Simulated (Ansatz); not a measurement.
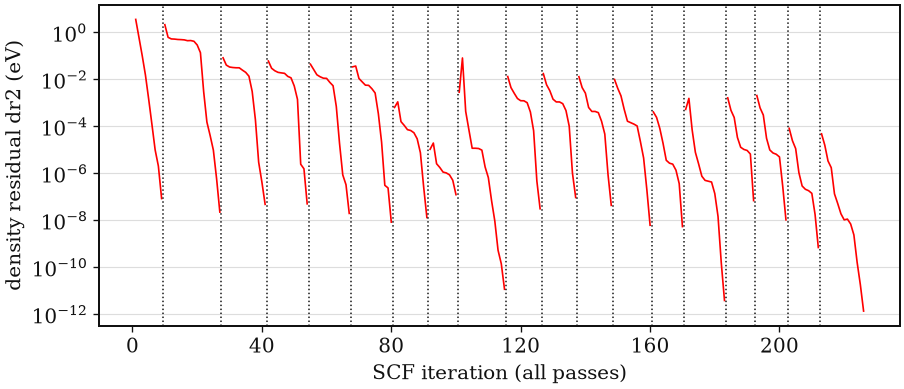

The plot shows the SCF iterations of a calculation: density residual dr2. Each stretch between dotted lines is the SCF of one geometry step of a relaxation. The starting density is a sum of atomic densities corrected by a trained network. Passes 9, 15 and 19 re-solve the same geometry on a plane-wave basis chosen afresh for the new cell.

GaAs (2 atoms in the cell), run with Ansatz.

```
crystal:
  lattice:
    - [0.0, 2.82685, 2.82685]
    - [2.82685, 0.0, 2.82685]
    - [2.82685, 2.82685, 0.0]
  atoms:
    - { symbol: Ga, position: [0.0, 0.0, 0.0] }
    - { symbol: As, position: [0.75, 0.75, 0.75] }
basis:
  ecutwfc: 420
kpoints:
  mp_grid: { grid: [1, 1, 1] }
hamiltonian:
  xc: pbesol
scf:
  occupations: { method: gaussian, width: 0.02 }
  max_iter: 100
output:
  forces: true
  eigenvalues: true
  stress: true
relax:
  adjacent_minimum: "off"
  f_tol: 0.005
  max_steps: 80
  cell: { stress_tol: 0.05 }
```

Run as:
```bash
ansatz run input.yaml --threads 2 --pin off --max-ram 5120MiB --backend cpu --events-out ev --progress --plain --runs-dir out
```

Q: Was self-consistency reached?

A: The run converged; it took 226 iterations in all. There are 19 passes, of 9 to 18 iterations. In pass 2, the residual falls almost steadily, with no more than small rises or pauses. The relaxation met its thresholds.

Q: Is anything amiss with this input?

A: The input holds a fault (one k-point for a small cell). The SCF closed all the same, which doesn't make the results meaningful for the real system.
